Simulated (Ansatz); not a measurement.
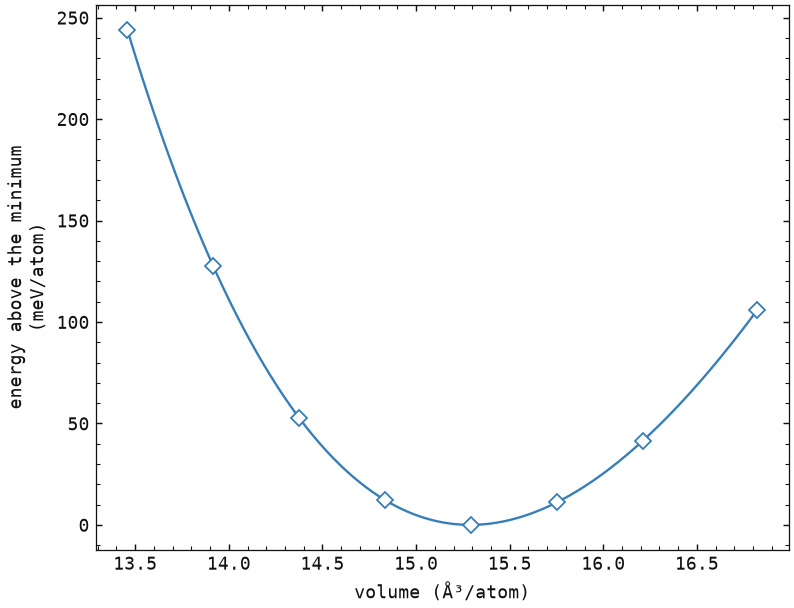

The figure shows the energy above the minimum against volume for Pt, space group Fm-3m (No. 225).

Structure:
```xyz
1
Lattice="0.0000 1.9701 1.9701 1.9701 0.0000 1.9701 1.9701 1.9701 0.0000" Properties=species:S:1:pos:R:3 pbc="T T T"
Pt    0.0000    0.0000    0.0000
```

Calculation (Ansatz 0.2.0): third-order Birch-Murnaghan fit to density functional energies at scaled volumes of the given relaxed cell, shape and atoms relaxed at each volume; energies count from the fitted minimum; plane waves with PAW datasets, Γ-centred k mesh. Level: r2SCAN, no spin polarisation.

```json
{"setting": "wave cutoff", "value": "500 eV"}
{"setting": "k mesh", "value": "18×18×18"}
{"setting": "occupations", "value": "Gaussian"}
{"setting": "smearing width", "value": "0.1 eV"}
```

From this curve and the settings, what does the calculation give for the pressure at the same points?

The pressure falls from 48.93 GPa at volume 13.458 Å³/atom to −19.85 GPa at 16.822 Å³/atom, and changes sign near 15.29 Å³/atom.

```csv
volume (Å³/atom),pressure (GPa)
13.458,48.93
13.917,33.02
14.375,19.86
14.834,8.98
15.293,0.00
15.752,-7.40
16.211,-13.45
16.822,-19.85
```
